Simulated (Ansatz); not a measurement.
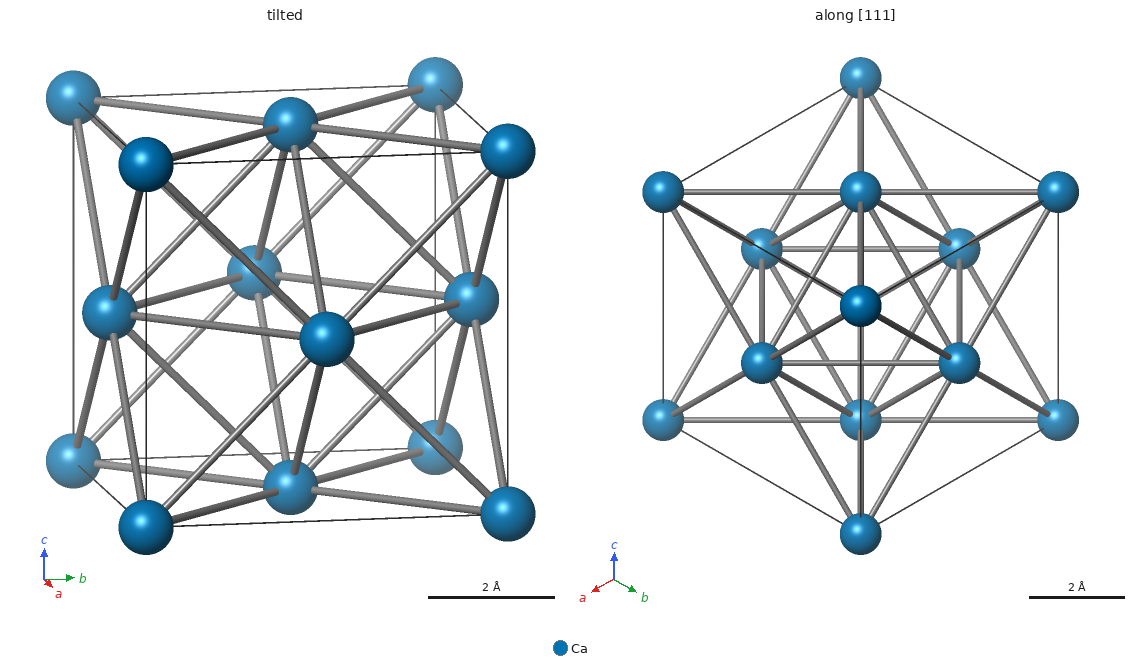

The crystal in a ball-and-stick representation, seen slightly off an axis and along [111]. The frame is the conventional unit cell; atoms at its boundary are shown with their periodic copies.

- The element is calcium.
- It is face-centred cubic, space group Fm-3m (No. 225).
- Type of structure: face-centred cubic (Cu type).
- The cell holds four atoms.
- Each Ca atom is coordinated by twelve Ca in a cuboctahedral arrangement at about 4.2 Å.
- The bonds build a three-dimensional framework.

The starting point was a structure listed in the Materials Project, with elements exchanged, so it need not be a known form of the compound. The cell was then strained or its atoms displaced on purpose. It went into a calculation with Ansatz.
